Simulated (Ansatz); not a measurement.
The coordinates of a crystal:

```yaml
crystal:
  lattice:
    - [3.14588, 0.00000, 0.00000]
    - [-1.57294, 2.72441, 0.00000]
    - [0.00000, 0.00000, 54.65830]
  atoms:
    - { symbol: S, position: [0.66667, 0.33333, 0.15551] }
    - { symbol: S, position: [0.33333, 0.66667, 0.41331] }
    - { symbol: W, position: [0.66667, 0.33333, 0.44197] }
    - { symbol: S, position: [0.33333, 0.66667, 0.47066] }
    - { symbol: S, position: [0.66667, 0.33333, 0.52934] }
    - { symbol: W, position: [0.33333, 0.66667, 0.55803] }
    - { symbol: S, position: [0.66667, 0.33333, 0.58669] }
    - { symbol: S, position: [0.33333, 0.66667, 0.84449] }
```

Q: Characterise the structure given above.

A: The formula is WS3. In the cell are 2 W, 6 S, which makes 2 formula units. W sits among six S in a trigonal prismatic arrangement at 2.40 Å. S takes three kinds of site: 2d with no bonds drawn; 2d with three W in a trigonal pyramidal arrangement at 2.40 Å; 2d with three W in a trigonal pyramidal arrangement at 2.40 Å. Not all metal-metal contacts are counted. The bonds build WS2 layers parallel to (001); some S atoms get no bond from the drawing's distance rule.

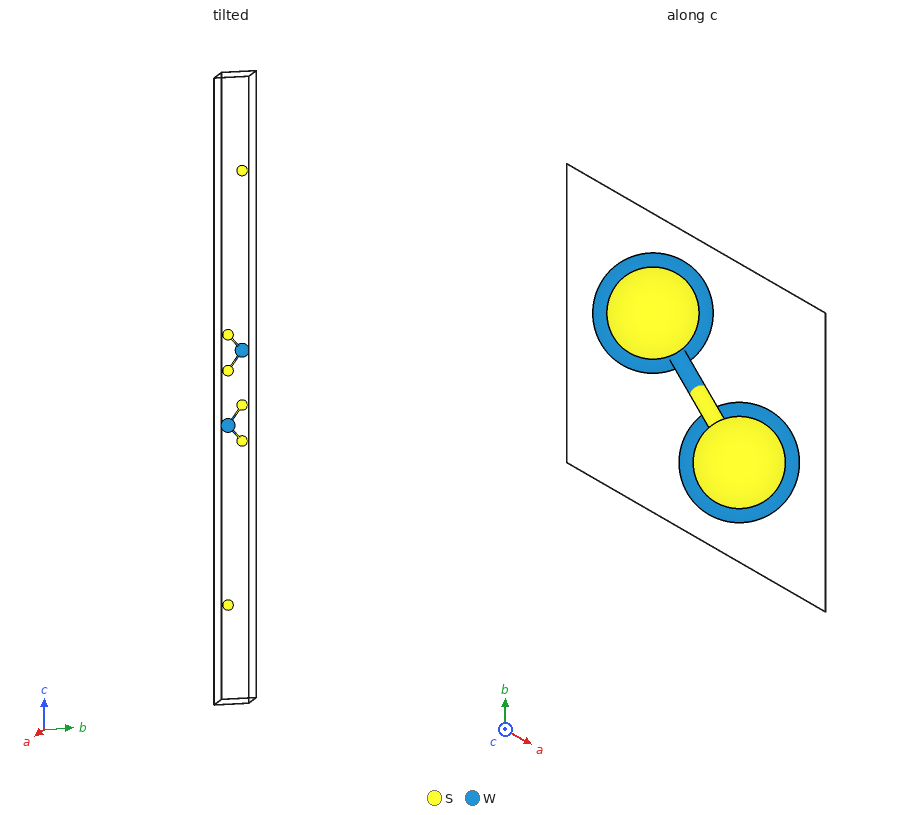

Ball-and-stick model, viewed slightly off an axis and along the c axis. The parallelepiped is the simulation cell. Colours: tungsten blue, sulfur yellow.

Provenance: a structure listed in the Materials Project, from which a slab was cut. The atoms were relaxed in a fixed cell with Ansatz, DFT PBEsol, scalar-relativistic, plane waves, PAW, but for four held in place.
